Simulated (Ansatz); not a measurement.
# Ni: one cell, many SCF starts

Is Ni magnetic at this level, in which order, and do all starts find it? Single-point runs from several starts follow. The cell (2 atoms) is Ni in the measured crystal structure (space group Fm-3m, primitive cell doubled). Source: COD entry 9012999, which need not be the ambient phase.

Computed with Ansatz 0.2.0 (DFT LDA, PAW, plane waves, scalar-relativistic, unless a step's input says otherwise).

## Step 1: Starting point

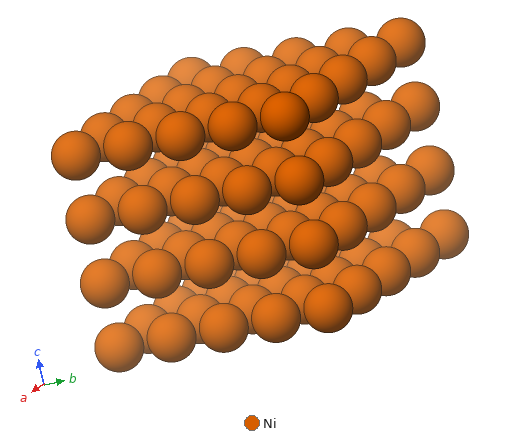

The starting structure, seen slightly off an axis (nickel orange). 2×4×3 cells are drawn. Atoms on the faces are drawn again on the opposite ones.

As a file:

```
Ni
1.0
     0.00000    3.53880    3.53880
     1.76940    0.00000    1.76940
     1.76940    1.76940    0.00000
Ni
2
Direct
  0.00000 0.00000 0.00000
  0.50000 0.00000 0.00000
```

In tables a label like Ni2 counts atoms in the order of input.yaml; a structure file may count by element.

Planned first: parallel moments, plain SCF; opposed moments +-, plain SCF; no spin polarisation; spin on, no moments given (the program may seed its own), plain SCF. Further starts follow from what these give.

A plain SCF has the search for lower states switched off and ends at the first converged state. 

Moments by site are taken inside atomic spheres; the rest lies between them.

## Step 2: Parallel moments, plain SCF

File input.yaml:

```yaml
crystal:
  lattice:
    - [0.0, 3.5388, 3.5388]
    - [1.7694, 0.0, 1.7694]
    - [1.7694, 1.7694, 0.0]
  atoms:
    - { symbol: Ni, position: [0.0, 0.0, 0.0], spin: 2.0 }
    - { symbol: Ni, position: [0.5, 0.0, 0.0], spin: 2.0 }
magnetization:
  spin_polarized: true
hamiltonian:
  xc: lda
  pseudopotentials: { kind: paw }
basis:
  ecutwfc: 420
kpoints:
  mp_grid: { grid: [7, 13, 13] }
scf:
  occupations: { method: fermi_dirac, width: 0.05 }
  lower_state_search: "off"
output:
  forces: true
  stress: true
```

Standard output (excerpt; [...] marks lines left out):

```text
Warning: crystal.symmetry: narrowed to the stabiliser of the k-point mesh — unitary ops 24 → 8; excluded 16 operations that carry a point of the 7×13×13 mesh (shift [0, 0, 0]) off the mesh (the run samples exactly the mesh kpoints.mp_grid names, as under crystal.symmetry.detect: false, [...]
Pseudopotentials: kind: paw
Pseudopotential: Ni, paw, valence charge 18, recommended cutoff 420 eV (normal), Ni.paw.azcp
Functional definition: SPW92
[...]
Crystal: 2 atoms, lattice volume = 22.158 Å³
Basis set: ecut = 420 eV, 409 PW (Γ)
Bands: 24, of which v1, the nominal top of the filled ones, is band 18 counted from 1 (17 counted from 0)
Symmetry: 8 space group operations
k-points: 322 of 1183
[...]
Starting moments: Σ|m| = 4 μB on 2 of 2 sites
[...]
SCF iter   1: F=—  HF=-11546.085692 eV  |F-HF|=—  |Δ(HF+E_count)|=         —  Δρ=1.26e-1 (↑1.26e-1 ↓1.19e-1)  dr2=1.78e-2  dr2_m=3.04e0  M=1.867 μB ∫|m|=2.050 μB  β_m=0.30  ethr=4.93e-5  ⟨swp⟩=1.1  Hψ=78012  notcnv=0
[...]
spin-set hold released at iteration 1 (the charge has settled, or the pull on large starting moments outlasts its swing): the magnetisation degrees of freedom join the quasi-Newton model from the next iteration; the mixer history was flushed
[...]
SCF iter   9: F=-11546.629084 eV  HF=-11546.629084 eV  |F-HF|=1.22e-8  |Δ(HF+E_count)|=   5.80e-8  Δρ=1.13e-5 (↑2.45e-6 ↓1.13e-5)  dr2=1.53e-8  dr2_m=5.83e-9  M=1.216 μB ∫|m|=1.348 μB  ethr=8.83e-11  ⟨swp⟩=2.2  Hψ=47042  notcnv=0
[...]
SCF converged after 9 iterations
Magnetization: 1.2158 μB (18.6079 up, 17.3921 down)
Absolute magnetization: 1.3495 μB (∫|ρ↑−ρ↓|, with the PAW one-centre terms)
Spin contamination: 0.0090 ħ² per cell (⟨S²⟩ above its minimum at these occupations)
Per-site moments (μB) at R_I (Å): [(0.6367763252886702, 1.0322026593709686), (0.6367763252886702, 1.0322026593709686)]
Free energy (F): -11546.629084 eV
[...]
E sigma→0 (E₀):  -11546.614213 eV
Entropy (-TS):   -0.029742 eV (-14.871 meV/atom)
Fermi energy:    17.300033 eV
[...]
--- Forces (eV/Å), atoms counted from 1 ---
  atom   1  Ni     0.00000000     0.00000000    -0.00000000
  atom   2  Ni     0.00000000    -0.00000000    -0.00000000
[...]
--- Stress (GPa, compression-positive) ---
      -19.962788       0.031077       0.031077
        0.031077     -19.983001       0.023056
        0.031077       0.023056     -19.983001
  P = ⅓ Tr σ = -19.9763 GPa (-199.763 kbar)
```

Wall time 12 s (2 threads of an Arm CPU, shared host); peak memory 0.49 GiB.

The state reached is ferromagnetic, site moments Ni1 0.64, Ni2 0.64 μB, total 1.22 μB per cell, no gap on the k-mesh.

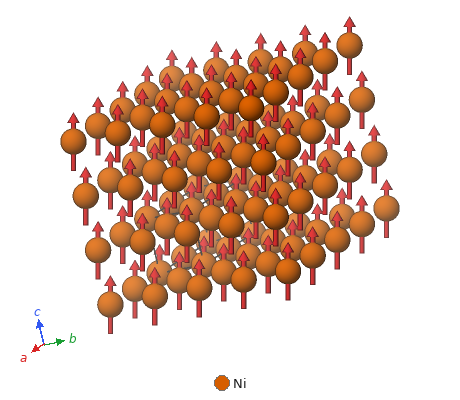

Arrows show the site moments: red and blue are opposite signs, and length grows with size. The axis is drawn upright for the eye.

## Step 3: Opposed moments +-, plain SCF

input.yaml: that of step 2 with these lines changed.

```diff
@@ -7,3 +7,3 @@
     - { symbol: Ni, position: [0.0, 0.0, 0.0], spin: 2.0 }
-    - { symbol: Ni, position: [0.5, 0.0, 0.0], spin: 2.0 }
+    - { symbol: Ni, position: [0.5, 0.0, 0.0], spin: -2.0 }
 magnetization:
```

Standard output:

```text
Warning: crystal.symmetry: narrowed to the stabiliser of the k-point mesh — unitary ops 12 → 4; excluded 8 operations that carry a point of the 7×13×13 mesh (shift [0, 0, 0]) off the mesh (the run samples exactly the mesh kpoints.mp_grid names, as under crystal.symmetry.detect: false, and its converged state has the mesh's symmetry, not the crystal's; ε∞, the Born charges and the force constants of a linear response (`dielectric:` by the response, `phonons.method: dfpt`) are averaged over those of the crystal's operations that the state keeps within a tolerance, where `mesh_tensors`, `unaveraged_element` or `gamma_mean_max_change_ev_ang2` stands beside them; a row that `dielectric.field_direction` solves alone is averaged likewise, with nothing beside; a Γ-centred mesh of equal divisions is mapped onto itself by every operation and keeps the whole group, as does a half-shifted one under kpoints.further_shifts: images)
[... 9 lines as in an earlier run ...]
Symmetry: 4 space group operations
[... 6 lines as in an earlier run ...]
Starting moments: Σ|m| = 4 μB on 2 of 2 sites
[... 2 lines as in an earlier run ...]
spin-down is spin-up translated by (0.5, 0, 0): one eigenproblem is solved per k-point and the antiferromagnetic symmetry of the starting moments is kept exactly by this SCF (crystal.symmetry.spin_inversion_symmetry: false solves both channels; [...]
iter 1 solved again at ethr=3.86e-5 eV; its pass at ethr=3.10e-3 eV (dr2=1.39e-2 eV) is discarded
SCF iter   1: F=—  HF=-11545.850846 eV  |F-HF|=—  |Δ(HF+E_count)|=         —  Δρ=1.34e-1 (↑1.34e-1 ↓1.34e-1)  dr2=1.39e-2  dr2_m=3.66e0  M=0.000 μB ∫|m|=1.891 μB  β_m=0.30  ethr=3.86e-5  ⟨swp⟩=1.5  Hψ=39440  notcnv=0
Mixer restart at iter 1: flushing history
preconditioner: auto → none  [metal: Δε(μ)=0.001 eV  Ē_g=11.457 eV  σ=0.050 eV  W_gap=0.00  n_scr=8 (ndim 8)  ℏωp=35.3 eV  f_vac=0.000  D(μ)=5.12/eV (n_scr^D=110)  sad-step TF]
[... 1 line as in an earlier run ...]
SCF iter   2: F=—  HF=-11546.086752 eV  |F-HF|=—  |Δ(HF+E_count)|=   2.36e-1  Δρ=1.09e-1 (↑1.09e-1 ↓1.09e-1)  dr2=2.38e-2  dr2_m=2.38e0  M=0.000 μB ∫|m|=1.711 μB  β_m=0.54  ethr=3.86e-5  ⟨swp⟩=2.4  Hψ=13392  notcnv=0
SCF iter   3: F=—  HF=-11546.866170 eV  |F-HF|=—  |Δ(HF+E_count)|=   7.79e-1  Δρ=6.59e-2 (↑6.59e-2 ↓6.59e-2)  dr2=1.75e0  dr2_m=1.43e-1  M=0.000 μB ∫|m|=1.106 μB  β_m=0.43  ethr=3.86e-5  ⟨swp⟩=3.8  Hψ=23667  notcnv=0  defer=147
SCF iter   4: F=—  HF=-11546.525026 eV  |F-HF|=—  |Δ(HF+E_count)|=   3.41e-1  Δρ=1.48e-2 (↑1.48e-2 ↓1.48e-2)  dr2=1.28e-3  dr2_m=4.26e-2  M=0.000 μB ∫|m|=0.802 μB  β_m=0.72  ethr=3.86e-5  ⟨swp⟩=3.5  Hψ=20933  notcnv=0  defer=263
SCF iter   5: F=—  HF=-11546.534842 eV  |F-HF|=—  |Δ(HF+E_count)|=   9.82e-3  Δρ=5.67e-3 (↑5.67e-3 ↓5.67e-3)  dr2=2.84e-3  dr2_m=5.27e-3  M=0.000 μB ∫|m|=0.613 μB  β_m=0.86  ethr=3.54e-6  ⟨swp⟩=2.0  Hψ=16411  notcnv=0  defer=273
SCF iter   6: F=—  HF=-11546.538371 eV  |F-HF|=—  |Δ(HF+E_count)|=   3.53e-3  Δρ=3.85e-3 (↑3.85e-3 ↓3.85e-3)  dr2=2.15e-3  dr2_m=1.16e-3  M=0.000 μB ∫|m|=0.490 μB  β_m=0.79  ethr=3.54e-6  ⟨swp⟩=2.0  Hψ=14099  notcnv=0  defer=273
SCF iter   7: F=—  HF=-11546.538070 eV  |F-HF|=—  |Δ(HF+E_count)|=   3.02e-4  Δρ=8.92e-4 (↑8.92e-4 ↓8.92e-4)  dr2=9.15e-5  dr2_m=4.60e-5  M=0.000 μB ∫|m|=0.440 μB  β_m=0.85  ethr=3.54e-6  ⟨swp⟩=2.0  Hψ=11499  notcnv=0  defer=273
SCF iter   8: F=—  HF=-11546.538104 eV  |F-HF|=—  |Δ(HF+E_count)|=   3.43e-5  Δρ=6.36e-4 (↑6.36e-4 ↓6.36e-4)  dr2=6.61e-5  dr2_m=4.19e-5  M=0.000 μB ∫|m|=0.429 μB  β_m=0.85  ethr=2.54e-7  ⟨swp⟩=2.1  Hψ=12587  notcnv=0  defer=273
SCF iter   9: F=—  HF=-11546.538109 eV  |F-HF|=—  |Δ(HF+E_count)|=   4.86e-6  Δρ=3.38e-4 (↑3.38e-4 ↓3.38e-4)  dr2=4.03e-6  dr2_m=1.81e-5  M=0.000 μB ∫|m|=0.419 μB  β_m=0.70  ethr=1.84e-7  ⟨swp⟩=2.0  Hψ=10088  notcnv=0  defer=273
SCF iter  10: F=—  HF=-11546.538114 eV  |F-HF|=—  |Δ(HF+E_count)|=   5.08e-6  Δρ=2.11e-4 (↑2.11e-4 ↓2.11e-4)  dr2=4.40e-7  dr2_m=8.84e-6  M=0.000 μB ∫|m|=0.413 μB  β_m=0.85  ethr=1.12e-8  ⟨swp⟩=2.1  Hψ=11437  notcnv=0  defer=273
SCF iter  11: F=—  HF=-11546.538122 eV  |F-HF|=—  |Δ(HF+E_count)|=   7.44e-6  Δρ=6.15e-5 (↑6.15e-5 ↓6.15e-5)  dr2=4.56e-8  dr2_m=7.48e-7  M=0.000 μB ∫|m|=0.401 μB  β_m=0.92  ethr=2.78e-10  ⟨swp⟩=3.0  Hψ=33970  notcnv=0
iter 12 did not close the SCF: its close was put off for a magnetic moment that had not settled (scf_convergence_deferred on its scf_iter line)
SCF iter  12: F=-11546.538122 eV  HF=-11546.538122 eV  |F-HF|=6.42e-9  |Δ(HF+E_count)|=   7.26e-7  Δρ=9.21e-6 (↑9.21e-6 ↓9.21e-6)  dr2=7.29e-9  dr2_m=1.05e-8  M=0.000 μB ∫|m|=0.396 μB  β_m=0.85  ethr=1.27e-10  ⟨swp⟩=4.1  Hψ=26927  notcnv=0
iter 13 did not close the SCF: its close was put off for a magnetic moment that had not settled (scf_convergence_deferred on its scf_iter line)
SCF iter  13: F=-11546.538122 eV  HF=-11546.538122 eV  |F-HF|=7.28e-10  |Δ(HF+E_count)|=   6.00e-9  Δρ=3.49e-6 (↑3.49e-6 ↓3.49e-6)  dr2=9.84e-10  dr2_m=1.33e-9  M=0.000 μB ∫|m|=0.396 μB  β_m=0.84  ethr=2.03e-11  ⟨swp⟩=2.0  Hψ=23101  notcnv=0
SCF iter  14: F=-11546.538122 eV  HF=-11546.538122 eV  |F-HF|=7.46e-11  |Δ(HF+E_count)|=  2.06e-10  Δρ=1.16e-6 (↑1.16e-6 ↓1.16e-6)  dr2=1.78e-10  dr2_m=1.68e-10  M=0.000 μB ∫|m|=0.396 μB  ethr=2.73e-12  ⟨swp⟩=2.0  Hψ=22071  notcnv=0
SCF 1 converged in 14 iterations: F = -11546.538122 eV  dr2 = 1.78e-10
SCF converged after 14 iterations
Magnetization: 0.0000 μB (18.0000 up, 18.0000 down)
Absolute magnetization: 0.3957 μB (∫|ρ↑−ρ↓|, with the PAW one-centre terms)
Spin contamination: 0.0919 ħ² per cell (⟨S²⟩ above its minimum at these occupations)
Per-site moments (μB) at R_I (Å): [(0.1944226001143039, 1.0322026593709686), (-0.1944226001143039, 1.0322026593709686)]
Free energy (F): -11546.538122 eV
Harris-Foulkes:  -11546.538122 eV  (|F-HF|=7.46e-11)
Internal energy: -11546.481743 eV  (E = F + TS)
E sigma→0 (E₀):  -11546.509933 eV
Entropy (-TS):   -0.056379 eV (-28.189 meV/atom)
Fermi energy:    17.138804 eV
--- Per-component energies (eV) ---
  E_band       = -588.829095
  E_kinetic    = 565.209749
  E_local      = -6939.242538  (includes V_loc(G=0)·N_el)
  E_nonlocal   = 1277.491391
  E_hartree    = 2888.634739
  E_xc         = -168.633452
  E_vxc        = -218.287256  (∫ρ·V_xc dr)
  E_paw        = -3126.217637  (= ΣΔE_a)
  E_vpaw       = -1051.269408  (= ΣTr[D̂ρ^β])
  E_aug_tail   = 0.000805  (compensation charges beyond the density's cutoff)
  E_ewald      = -6044.593041
  E_core_change = 0.868241  (= ΣΔE_core)
  E_smearing   = -0.056379  (= −TS)
  E_closure    = -0.000000  (closes the sum)
  Σ components = -11546.538122   (vs F -11546.538122, Δ=0.00e0)
--- Forces (eV/Å), atoms counted from 1 ---
  atom   1  Ni     0.00000000     0.00000000     0.00000000
  atom   2  Ni     0.00000000     0.00000000     0.00000000
  max |Σ_I F_I| component: 0.00e0 eV/Å
--- Stress (GPa, compression-positive) ---
      -20.683948      -0.176410      -0.176410
       -0.176410     -20.539238       0.117382
       -0.176410       0.117382     -20.539238
  P = ⅓ Tr σ = -20.5875 GPa (-205.875 kbar)
```

Wall time 8.7 s (2 threads of an Arm CPU, shared host); peak memory 0.47 GiB.

End: antiferromagnetic (magnetic neighbours of Ni1 with a moment over 0.3 of its own that point the other way: 6 of 12 at 2.50 Å, 6 of 6 at 3.54 Å), site moments Ni1 0.19, Ni2 -0.19 μB, total 0.00 μB per cell, no gap on the k-mesh. Against step 2, the lowest until now, it is 45.5 meV/atom higher.

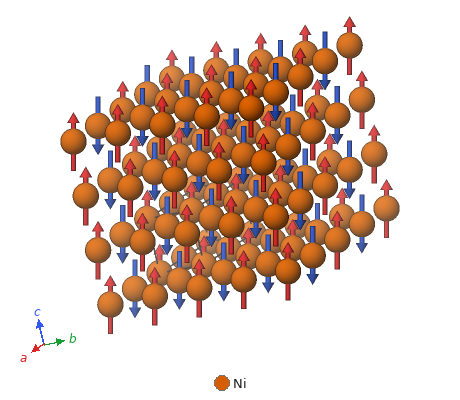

Arrows show the site moments: red and blue are opposite signs, and length grows with size. The axis is drawn upright for the eye.

(Part 1 of 2 ends here.)
